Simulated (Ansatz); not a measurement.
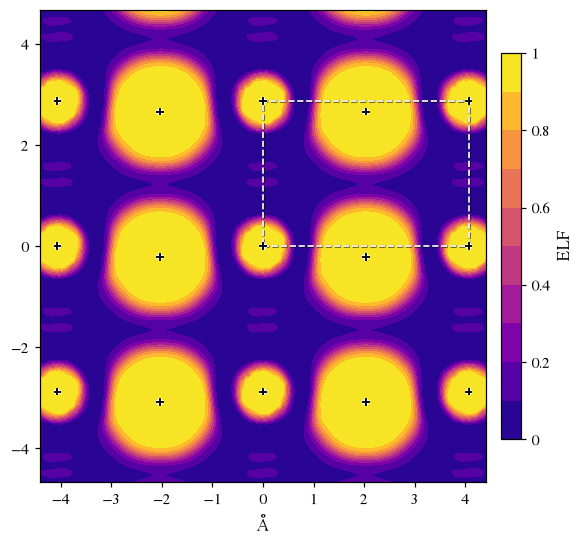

The electron localisation function on a plane through atoms (crosses mark nuclei in the plane).

The calculation used DFT r2SCAN, scalar-relativistic, plane waves, PAW in Ansatz 0.2.0.

Candidates:
A. LiCl, a = 3.72 Å, b = 3.72 Å, c = 5.13 Å, α = 90.00°, β = 90.00°, γ = 90.00°. Space group I4/mmm; changed on purpose from its base cell (strain +0.025 along x and y, +0.000 along z, atoms carried along).
B. LiH, a = 4.07 Å, b = 4.07 Å, c = 2.87 Å, α = 90.00°, β = 135.00°, γ = 90.00°. Space group Cm; changed on purpose from its base cell (atom 1 (Li) moved by (-0.200, -0.100) A along y and z).

### Which candidate gave the map?

Candidate B: LiH on the (101̄) plane of the conventional cell, which holds Li and H. Li–H (2.04 Å): the ELF climbs to about 1 towards the hydrogen; an ionic contact to a hydride ion.
